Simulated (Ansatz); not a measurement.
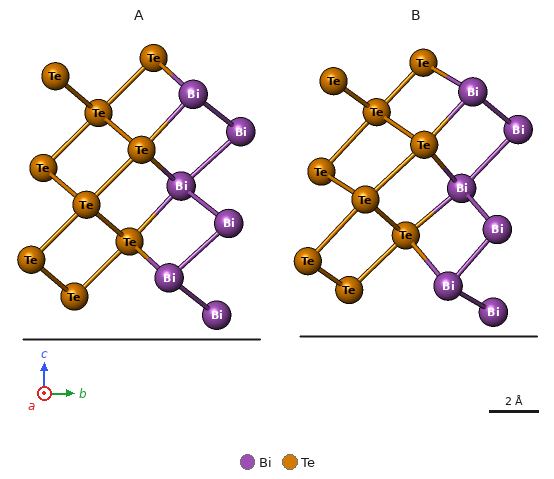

Two geometries of a slab of composition Bi2Te3 (cut from the R-3m phase), drawn at one scale. One is the start of a relaxation, the other its converged end. A ball-and-stick model of the 2 × 1 repeat of the cell, outlined in the plane, without the vacuum, seen along the a axis.

Method: Ansatz, DFT PBEsol, scalar-relativistic, plane waves, PAW. Settings: plane-wave cutoff 420 eV; k-point mesh 8 × 4 × 1; occupations gaussian; smearing width 0.1 eV; no spin polarisation; dipole correction; atoms relaxed in a fixed cell; force threshold 0.02 eV/Å; at most 60 steps.

Question: Which one is relaxed?

Answer: Structure B is the relaxed one. The slab is the (1 0 1) face of Bi2Te3. After 11 accepted moves (13 points after the start) the energy has fallen by 1.164 eV per cell of the calculation. The largest force component goes from 1.1 to 0.011 eV/Å. The line search rejected the trial steps at points 4, 10 of the run. The atom that moves furthest relative to the layer's centre is a Te atom (0.43 Å at 64° to the normal (−c side)). By element the largest moves are Te 0.43 Å, Bi 0.43 Å. The cell doesn't change. Near-neighbour distances that change, for instance: Bi–Te 3.115 → 3.620 Å, Te–Te 3.202 → 2.786 Å, Bi–Te 3.115 → 3.459 Å, Te–Te 3.202 → 2.878 Å. Bond angles that change, for instance: Bi–Bi–Bi 82.9° → 98.1°, Bi–Bi–Bi 82.9° → 96.5°, Bi–Bi–Te 175.3° → 162.3°. The run took 13 min on 8 threads of Arm Neoverse V2 (shared host), peak memory 6.3 GiB.
